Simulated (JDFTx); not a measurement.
**Geometry relaxation of MoSi2 (part 2 of 2)**

The same run, continued: MoSi2 (I4/mmm, 3 atoms in the cell); Kohn-Sham DFT of a periodic cell, r2SCAN, SG15-PBE-1.2, no spin polarisation (JDFTx 1.7.0 (patched build)); cutoff 1088.45 eV, 5×5×5 k-mesh, fermi-dirac of 0.05 eV. The structure derives from an entry of the Crystallography Open Database. The settings are looser than a standard set-up, so the numbers are not reference values.

Geometry of the input (Å; fractional positions):
```
-1.6000  1.6000  3.9305
1.6000  -1.6000  3.9305
1.6000  1.6000  -3.9305
Mo 0.0000  0.0000  0.0000
Si 0.6670  0.6670  0.0000
Si 0.3330  0.3330  0.0000
```

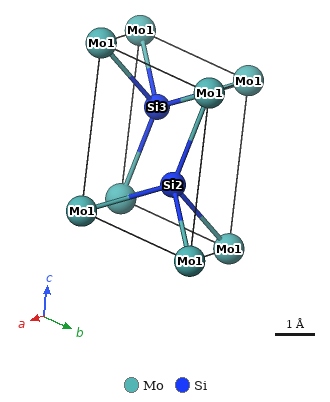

The geometry at step 3 of the log (ball-and-stick view of the reduced cell, seen slightly off an axis; atoms are numbered from 1 in the order of the input).

## Log, continued
```
# Forces in Cartesian coordinates:
force Mo  -0.000000000000000   0.000000000000000   0.000000000000000 1
force Si  -0.000000000000000   0.000000000000000  -0.000081434761555 1
force Si   0.000000000000000   0.000000000000000   0.000081434761555 1

# Energy components:
   Eewald =      -62.7130284829222120
       EH =       15.2668305086508376
     Eloc =      -50.3457988073270002
      Enl =        6.9412381353587929
      Exc =      -10.4110891772469358
       KE =       24.7488929102979256
-------------------------------------
     Etot =      -76.5129549131885938
       TS =        0.0001245031695614
-------------------------------------
        F =      -76.5130794163581527

LatticeMinimize: Iter:   2  F: -76.513079416358153  |grad|_K:  5.441e-04  alpha:  1.000e+00  linmin: -7.119e-02

-------- Electronic minimization -----------
Will mix electronic and kinetic density at each iteration.
	FillingsUpdate:  mu: +0.598196875  nElectrons: 22.000000
	FillingsUpdate:  mu: +0.597760774  nElectrons: 22.000000
SCF: Cycle:  0   F: -76.513078025671859   dF: -2.574e-06   |Residual|: 4.097e-03   |deigs|: 3.592e-07
	FillingsUpdate:  mu: +0.597883253  nElectrons: 22.000000
SCF: Cycle:  1   F: -76.513080370926929   dF: -2.345e-06   |Residual|: 1.176e-03   |deigs|: 2.611e-04
	FillingsUpdate:  mu: +0.597866652  nElectrons: 22.000000
SCF: Cycle:  2   F: -76.513080510134898   dF: -1.392e-07   |Residual|: 6.616e-04   |deigs|: 2.834e-05
	FillingsUpdate:  mu: +0.597871420  nElectrons: 22.000000
SCF: Cycle:  3   F: -76.513080528436490   dF: -1.830e-08   |Residual|: 1.070e-04   |deigs|: 2.139e-05
	FillingsUpdate:  mu: +0.597870760  nElectrons: 22.000000
SCF: Cycle:  4   F: -76.513080531561158   dF: -3.125e-09   |Residual|: 7.850e-05   |deigs|: 4.073e-06
	FillingsUpdate:  mu: +0.597870604  nElectrons: 22.000000
SCF: Cycle:  5   F: -76.513080532488459   dF: -9.273e-10   |Residual|: 1.341e-05   |deigs|: 6.782e-07
	FillingsUpdate:  mu: +0.597870861  nElectrons: 22.000000
SCF: Cycle:  6   F: -76.513080532980496   dF: -4.920e-10   |Residual|: 9.942e-06   |deigs|: 6.312e-07
SCF: Converged (|Delta E|<1.000000e-09 for 2 iters).

Setting wave functions to eigenvectors of Hamiltonian
# Lattice vectors:
R =
[     -3.02655      3.02655      3.02655  ]
[      3.02655     -3.02655      3.02655  ]
[      7.41446      7.41446     -7.41446  ]
unit cell volume = 271.665

# Strain tensor in Cartesian coordinates:
[  0.000987107            0            0  ]
[            0  0.000987107            0  ]
[            0            0  -0.00176537  ]

# Stress tensor in Cartesian coordinates [Eh/a0^3]:
[ -4.12594e-06            0            0  ]
[            0 -4.12594e-06            0  ]
[            0            0  3.43566e-06  ]

# Ionic positions in lattice coordinates:
ion Mo  -0.000000000000000  -0.000000000000000  -0.000000000000000 1
ion Si   0.664840627316564   0.664840627316564   0.000000000000000 1
ion Si   0.335159372683436   0.335159372683436  -0.000000000000000 1

# Forces in Cartesian coordinates:
force Mo   0.000000000000000  -0.000000000000000  -0.000000000000000 1
force Si  -0.000000000000000  -0.000000000000000  -0.000010704114483 1
force Si  -0.000000000000000   0.000000000000000   0.000010704114483 1

# Energy components:
   Eewald =      -62.7052579946765505
       EH =       15.2687026279925462
     Eloc =      -50.3544491522460618
      Enl =        6.9410688150448063
      Exc =      -10.4105776170315600
       KE =       24.7475580129826689
-------------------------------------
     Etot =      -76.5129553079341633
       TS =        0.0001252250463346
-------------------------------------
        F =      -76.5130805329804957

LatticeMinimize: Iter:   3  F: -76.513080532980496  |grad|_K:  2.845e-04  alpha:  1.000e+00  linmin: -6.050e-01

-------- Electronic minimization -----------
Will mix electronic and kinetic density at each iteration.
	FillingsUpdate:  mu: +0.597870861  nElectrons: 22.000000
	FillingsUpdate:  mu: +0.597551079  nElectrons: 22.000000
SCF: Cycle:  0   F: -76.513079731374319   dF: -3.795e-06   |Residual|: 2.944e-03   |deigs|: 2.905e-07
	FillingsUpdate:  mu: +0.597619603  nElectrons: 22.000000
SCF: Cycle:  1   F: -76.513080816884568   dF: -1.086e-06   |Residual|: 1.143e-03   |deigs|: 1.504e-04
	FillingsUpdate:  mu: +0.597614228  nElectrons: 22.000000
SCF: Cycle:  2   F: -76.513080958473921   dF: -1.416e-07   |Residual|: 4.558e-04   |deigs|: 2.612e-05
	FillingsUpdate:  mu: +0.597618921  nElectrons: 22.000000
SCF: Cycle:  3   F: -76.513080970922076   dF: -1.245e-08   |Residual|: 8.309e-05   |deigs|: 1.660e-05
	FillingsUpdate:  mu: +0.597617448  nElectrons: 22.000000
SCF: Cycle:  4   F: -76.513080973549336   dF: -2.627e-09   |Residual|: 6.714e-05   |deigs|: 4.451e-06
	FillingsUpdate:  mu: +0.597617913  nElectrons: 22.000000
SCF: Cycle:  5   F: -76.513080974381495   dF: -8.322e-10   |Residual|: 1.203e-05   |deigs|: 1.434e-06
	FillingsUpdate:  mu: +0.597617855  nElectrons: 22.000000
SCF: Cycle:  6   F: -76.513080974863470   dF: -4.820e-10   |Residual|: 8.351e-06   |deigs|: 2.019e-07
SCF: Converged (|Delta E|<1.000000e-09 for 2 iters).

Setting wave functions to eigenvectors of Hamiltonian
# Lattice vectors:
R =
[      -3.0273       3.0273       3.0273  ]
[       3.0273      -3.0273       3.0273  ]
[      7.41289      7.41289     -7.41289  ]
unit cell volume = 271.743

# Strain tensor in Cartesian coordinates:
[   0.00123672            0            0  ]
[            0   0.00123672            0  ]
[            0            0  -0.00197561  ]

# Stress tensor in Cartesian coordinates [Eh/a0^3]:
[ -3.62077e-07            0            0  ]
[            0 -3.62077e-07            0  ]
[            0            0  1.34102e-06  ]

# Ionic positions in lattice coordinates:
ion Mo  -0.000000000000000  -0.000000000000000  -0.000000000000000 1
ion Si   0.664837836802319   0.664837836802319   0.000000000000000 1
ion Si   0.335162163197681   0.335162163197681  -0.000000000000000 1

# Forces in Cartesian coordinates:
force Mo   0.000000000000000   0.000000000000000  -0.000000000000000 1
force Si   0.000000000000001   0.000000000000000  -0.000003208014677 1
force Si  -0.000000000000000   0.000000000000000   0.000003208014677 1

# Energy components:
   Eewald =      -62.7005185296143210
       EH =       15.2691601649379205
     Eloc =      -50.3589448146192211
      Enl =        6.9409574474393292
      Exc =      -10.4102131510153413
       KE =       24.7466037270906369
-------------------------------------
     Etot =      -76.5129551557809862
       TS =        0.0001258190824887
-------------------------------------
        F =      -76.5130809748634704

LatticeMinimize: Iter:   4  F: -76.513080974863470  |grad|_K:  6.040e-05  alpha:  1.000e+00  linmin: -7.790e-01

-------- Electronic minimization -----------
Will mix electronic and kinetic density at each iteration.
	FillingsUpdate:  mu: +0.597617855  nElectrons: 22.000000
	FillingsUpdate:  mu: +0.597653147  nElectrons: 22.000000
SCF: Cycle:  0   F: -76.513080891660138   dF: -1.910e-07   |Residual|: 6.271e-04   |deigs|: 2.308e-08
	FillingsUpdate:  mu: +0.597636189  nElectrons: 22.000000
SCF: Cycle:  1   F: -76.513080986851236   dF: -9.519e-08   |Residual|: 2.488e-04   |deigs|: 3.715e-05
	FillingsUpdate:  mu: +0.597639068  nElectrons: 22.000000
[... 2 further cycles ...]
SCF: Cycle:  4   F: -76.513080994141163   dF: -1.778e-10   |Residual|: 1.586e-05   |deigs|: 9.348e-07
	FillingsUpdate:  mu: +0.597638155  nElectrons: 22.000000
SCF: Cycle:  5   F: -76.513080994214278   dF: -7.311e-11   |Residual|: 3.768e-06   |deigs|: 3.029e-07
SCF: Converged (|Delta E|<1.000000e-09 for 2 iters).

Setting wave functions to eigenvectors of Hamiltonian
# Lattice vectors:
R =
[     -3.02737      3.02737      3.02737  ]
[      3.02737     -3.02737      3.02737  ]
[       7.4122       7.4122      -7.4122  ]
unit cell volume = 271.731

# Strain tensor in Cartesian coordinates:
[   0.00126007            0            0  ]
[            0   0.00126007            0  ]
[            0            0  -0.00206902  ]

# Stress tensor in Cartesian coordinates [Eh/a0^3]:
[  -2.4472e-07            0            0  ]
[            0  -2.4472e-07            0  ]
[            0            0 -1.86729e-07  ]

# Ionic positions in lattice coordinates:
ion Mo  -0.000000000000000  -0.000000000000000  -0.000000000000000 1
ion Si   0.664836998424375   0.664836998424375   0.000000000000000 1
ion Si   0.335163001575625   0.335163001575625  -0.000000000000000 1

# Forces in Cartesian coordinates:
force Mo   0.000000000000000  -0.000000000000000  -0.000000000000000 1
force Si   0.000000000000000   0.000000000000000   0.000004450842574 1
force Si  -0.000000000000000   0.000000000000000  -0.000004450842574 1

# Energy components:
   Eewald =      -62.7018220889642777
       EH =       15.2684655250614973
     Eloc =      -50.3571118698921154
      Enl =        6.9409999275133822
      Exc =      -10.4102895963752999
       KE =       24.7468030554987202
-------------------------------------
     Etot =      -76.5129550471580870
       TS =        0.0001259470561969
-------------------------------------
        F =      -76.5130809942142776

LatticeMinimize: Iter:   5  F: -76.513080994214278  |grad|_K:  1.766e-05  alpha:  1.000e+00  linmin:  1.630e-01
LatticeMinimize: Converged (|Delta F|<1.000000e-06 for 2 iters).

Dumping 'run.eigStats' ...
	eMin: -1.732246 at state 0 ( [ +0.000000 +0.000000 +0.000000 ] spin 0 )
	HOMO: +0.592639 at state 17 ( [ +0.400000 -0.400000 +0.400000 ] spin 0 )
	mu  : +0.597638
	LUMO: +0.599642 at state 16 ( [ +0.400000 +0.400000 -0.400000 ] spin 0 )
	eMax: +0.907043 at state 16 ( [ +0.400000 +0.400000 -0.400000 ] spin 0 )
	HOMO-LUMO gap: +0.007003
	Optical gap  : +0.057457 at state 17 ( [ +0.400000 -0.400000 +0.400000 ] spin 0 )
Done!
```

## Trajectory as extended XYZ (Å, eV, eV/Å), 6 frames, from step=0 to step=5
```
3
Lattice="-1.6000 1.6000 3.9305 1.6000 -1.6000 3.9305 1.6000 1.6000 -3.9305" Properties=species:S:1:pos:R:3:forces:R:3 step=0 energy=-2082.02071
Mo    0.0000    0.0000    0.0000    0.0000   0.0000   0.0000
Si    0.0000    0.0000    5.2433    0.0000   0.0000  -0.3429
Si    0.0000    0.0000    2.6177    0.0000   0.0000   0.3429
3
Lattice="-1.6001 1.6001 3.9293 1.6001 -1.6001 3.9293 1.6001 1.6001 -3.9293" Properties=species:S:1:pos:R:3:forces:R:3 step=1 energy=-2082.02298
Mo    0.0000    0.0000    0.0000    0.0000   0.0000   0.0000
Si    0.0000    0.0000    5.2382    0.0000   0.0000  -0.2725
Si    0.0000    0.0000    2.6205    0.0000   0.0000   0.2725
3
Lattice="-1.6011 1.6011 3.9241 1.6011 -1.6011 3.9241 1.6011 1.6011 -3.9241" Properties=species:S:1:pos:R:3:forces:R:3 step=2 energy=-2082.02696
Mo    0.0000    0.0000    0.0000    0.0000   0.0000   0.0000
Si    0.0000    0.0000    5.2180    0.0000   0.0000  -0.0042
Si    0.0000    0.0000    2.6302    0.0000   0.0000   0.0042
3
Lattice="-1.6016 1.6016 3.9236 1.6016 -1.6016 3.9236 1.6016 1.6016 -3.9236" Properties=species:S:1:pos:R:3:forces:R:3 step=3 energy=-2082.02699
Mo    0.0000    0.0000    0.0000    0.0000   0.0000   0.0000
Si    0.0000    0.0000    5.2171    0.0000   0.0000  -0.0006
Si    0.0000    0.0000    2.6300    0.0000   0.0000   0.0006
3
Lattice="-1.6020 1.6020 3.9227 1.6020 -1.6020 3.9227 1.6020 1.6020 -3.9227" Properties=species:S:1:pos:R:3:forces:R:3 step=4 energy=-2082.02700
Mo    0.0000    0.0000    0.0000    0.0000   0.0000   0.0000
Si    0.0000    0.0000    5.2160    0.0000   0.0000  -0.0002
Si    0.0000    0.0000    2.6295    0.0000   0.0000   0.0002
3
Lattice="-1.6020 1.6020 3.9224 1.6020 -1.6020 3.9224 1.6020 1.6020 -3.9224" Properties=species:S:1:pos:R:3:forces:R:3 step=5 energy=-2082.02700
Mo    0.0000    0.0000    0.0000    0.0000   0.0000   0.0000
Si    0.0000    0.0000    5.2155    0.0000   0.0000   0.0002
Si    0.0000    0.0000    2.6293    0.0000   0.0000  -0.0002
```

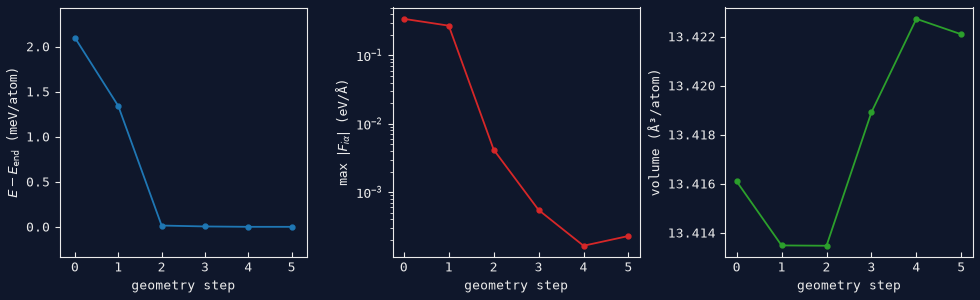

Progress of the relaxation, step by step (steps are counted from 0).

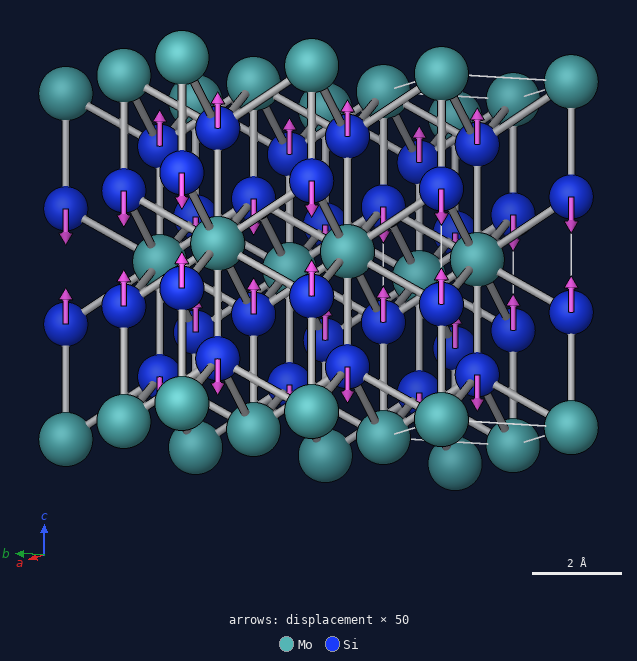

The starting structure with the displacements (without the part carried along by the change of the cell) as pink arrows, magnified 50 times (ball-and-stick view of the cell 2 times as large as that of the calculation, set on its symmetry axes, repeated 2 × 3 × 1, seen at an oblique angle). The largest moves relative to the cell, 0.017 Å, are those of Si2 and Si3. Mo stays in place. The drawn cell changes at constant volume: a = b 3.200 → 3.204 Å (+0.1 %), c 7.861 → 7.845 Å (−0.2 %). Distances before and after: Mo1–Si2 2.618 → 2.629 Å. The space group stays I4/mmm (No. 139). After 5 geometry steps the energy has fallen by 2.1 meV per atom. The largest force component goes from 0.34 to 0.00023 eV/Å. (Atoms are counted from 1 in the order of the input.)

## Results in brief

```json
{"quantity": "outcome", "value": "converged"}
{"quantity": "space group (tolerance 0.01 Å)", "value": "I4/mmm (139)"}
{"quantity": "electrons treated", "value": "22"}
{"quantity": "free energy", "value": "−2082.0270 eV"}
{"quantity": "Fermi energy", "value": "16.263 eV"}
{"quantity": "gap on the k-point mesh", "value": "none (metallic)"}
{"quantity": "pressure", "value": "0.01 GPa"}
{"quantity": "final volume", "value": "40.27 Å³"}
{"quantity": "largest force (length of the vector) at the end", "value": "under 0.001 eV/Å"}
{"quantity": "final cell", "value": "a = 4.530 Å, b = 4.530 Å, c = 4.530 Å, α = 138.58°, β = 138.58°, γ = 60.02°"}
{"quantity": "wall time", "value": "14 min"}
{"quantity": "peak memory", "value": "0.27 GiB"}
```

## Remarks

The settings depart from the standard set-up of this series, which can bear on the numbers. Points of doubt noted for this run: coarse mesh; metagga forces on grid.
